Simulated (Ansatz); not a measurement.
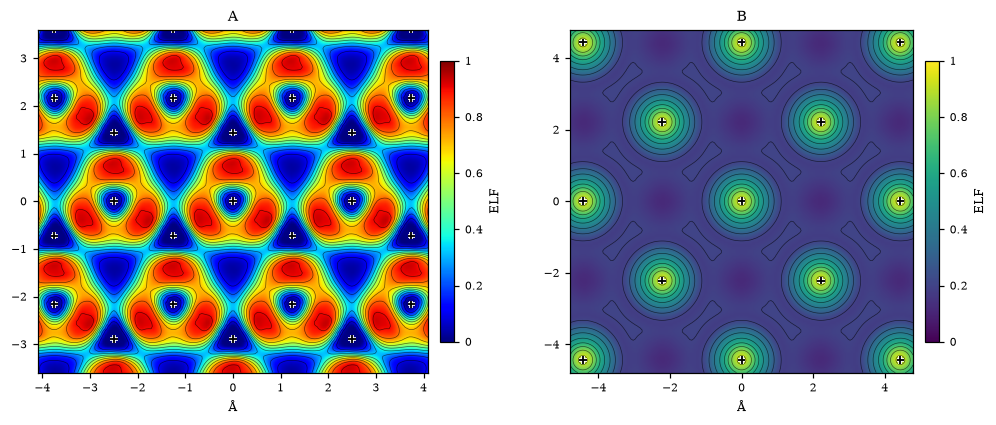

The ELF of 2 systems, each on a plane through atoms (crosses mark nuclei in the plane).

Method: Kohn-Sham DFT of a periodic cell, PBE, Ansatz PAW in Ansatz 0.2.0.

System 1: BN, the (001) plane of the conventional cell. Space group P6₃/mmc; computed pressure about 5 GPa in this cell.

System 2: Cd, the (100) plane of the conventional cell. Space group Fm-3m; a structure from a database of computed crystals, not necessarily the ambient phase; computed pressure about 2 GPa in this cell.

Which map belongs to which system?

Panel A is system 1, BN: the plane holds N and B. B–N (1.44 Å): the ELF peaks at about 0.95 between the atoms, as expected for a polar covalent bond. Panel B is system 2, Cd: the plane holds Cd. Cd–Cd (3.14 Å): the ELF is about 0.20 at the midpoint (no localised pair shows between them).
